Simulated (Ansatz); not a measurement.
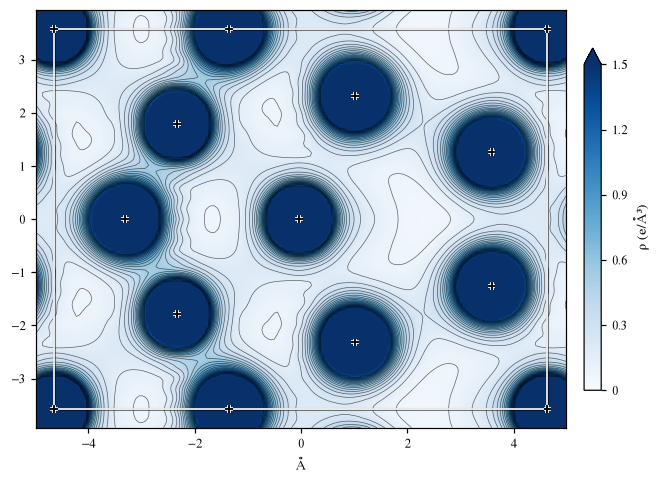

The valence pseudo-density on a plane through atoms (crosses mark nuclei in the plane).

Method: DFT PBEsol, scalar-relativistic, plane waves, PAW in Ansatz 0.2.0.

Candidates:
A. CuO, a = 3.98 Å, b = 4.31 Å, c = 5.16 Å, α = 90.00°, β = 90.00°, γ = 90.00°. Space group Cccm; a structure from a database of computed crystals, not necessarily the ambient phase; computed pressure about −6 GPa in this cell; computed without spin polarisation.
B. Ga2O3, a = 2.79 Å, b = 9.28 Å, c = 7.15 Å, α = 90.00°, β = 90.00°, γ = 90.00°. Space group Cmcm; a structure from a database of computed crystals, not necessarily the ambient phase.

Which candidate gave the map?

Answer. Candidate B: Ga2O3 on the (100) plane of the conventional cell, which holds Ga and O. Ga–O (2.04 Å): the density is about 0.55 e/Å³ at the midpoint.
